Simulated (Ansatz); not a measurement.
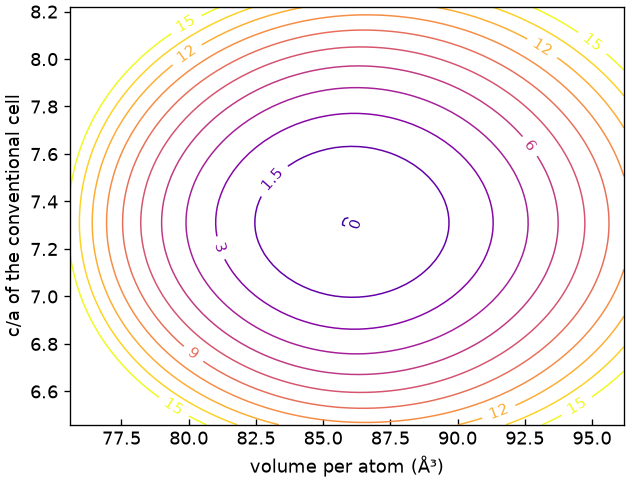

Energy landscape of Rb (R-3m, No. 166; 3 atoms in the cell). The energy is mapped over volume and the cell's shape. Coordinates scanned: (1) volume per atom; (2) c/a of the conventional cell. Nothing is relaxed (fractional coordinates fixed). Grid: 5 × 5 points. Points are written as (first, second). All energies are given in meV/atom relative to the lowest grid point. Theory: Ansatz 0.2.0, DFT PBE+D3(BJ), scalar-relativistic, plane waves, PAW. Settings: cutoff 420 eV, k-mesh 12×12×12, gaussian smearing 0.15 eV, no spin polarisation.

The picture shows contour lines labelled in meV/atom (none above 15). Between grid points the surface is interpolated. 

Describe this landscape.

Answer. The lowest grid point is at (85.9 Å³, 7.29). No other kind of well shows on this grid. The highest grid point, (75.6 Å³, 8.22), lies 27.9 meV/atom above the lowest. Round the minimum the two coordinates are nearly uncoupled.

The values on the grid:

```tsv
c/a of the conventional cell ↓, volume per atom →	75.6	80.7	85.9	91.0	96.2
8.22	27.9	15.7	11.4	13.3	19.8
7.74	17.7	6.2	2.6	5.2	12.3
7.29	14.7	3.4	0.0	2.7	10.0
6.86	18.2	6.6	3.0	5.5	12.6
6.46	27.0	14.9	10.8	12.8	19.4
```

The input of one point:

```yaml
crystal:
  lattice:
    - [2.4830794036, 1.4336065621, 12.0627261853]
    - [-2.4830794036, 1.4336065621, 12.0627261853]
    - [0.0, -2.8672131241, 12.0627261853]
  atoms:
    - { symbol: Rb, position: [0.0, 0.0, 0.0] }
    - { symbol: Rb, position: [0.7777983933, 0.7777983933, 0.7777983933] }
    - { symbol: Rb, position: [0.2222016067, 0.2222016067, 0.2222016067] }
basis:
  ecutwfc: 420
kpoints:
  mp_grid: { grid: [12, 12, 12] }
hamiltonian:
  xc: pbe
  dispersion: d3bj
scf:
  occupations: { method: gaussian, width: 0.15 }
output:
  forces: true
  stress: true
  eigenvalues: true
```

Each point was launched as `ansatz run input.yaml --threads 1 --pin off --max-ram 2048MiB --backend cpu --events-out ev --progress --plain --runs-dir out`. The whole map (25 points run) took 12 min on 1 thread of Arm Neoverse V2 (shared host).
